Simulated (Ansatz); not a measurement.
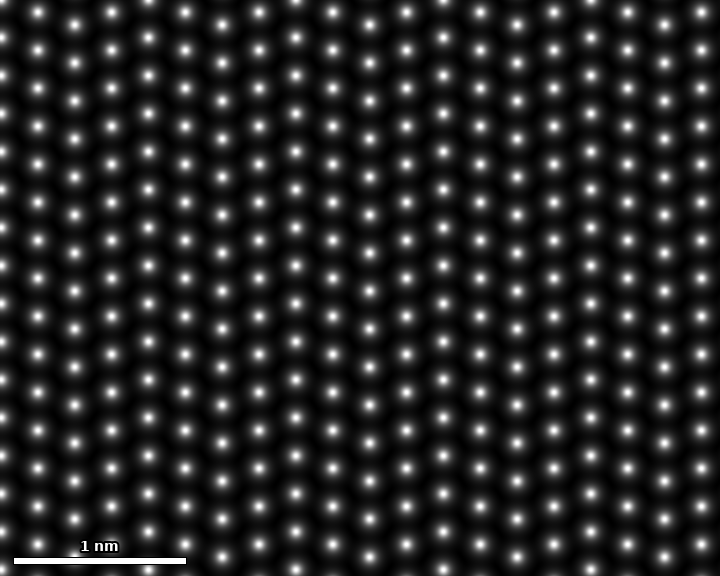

Projected-potential map of a crystal. Computed as the sum of neutral-atom potentials (tabulated electron scattering factors, B = 0.5 Å²) projected along the beam and smoothed by 0.25 Å; brighter is more positive. The display is stretched by a gamma of 0.7; percentages refer to the linear signal.

Measure the repeat of the pattern.

The pattern repeats on a rectangular net of 2.2 × 8.6 Å.

What is the plane group of the image?

p2mg: mirror lines in one direction, glide lines across them, twofold points on the glide lines.

How many columns does the smallest repeating cell hold, and how many levels of brightness?

4 columns in the primitive cell of 19.0 Å², all of one brightness.

The crystal is Fe (P6_3/mmc, No. 194) seen along [100]. Structure: the geometry given to an electronic-structure calculation, possibly off equilibrium; the starting structure was generated, so it need not be a known form of this composition.
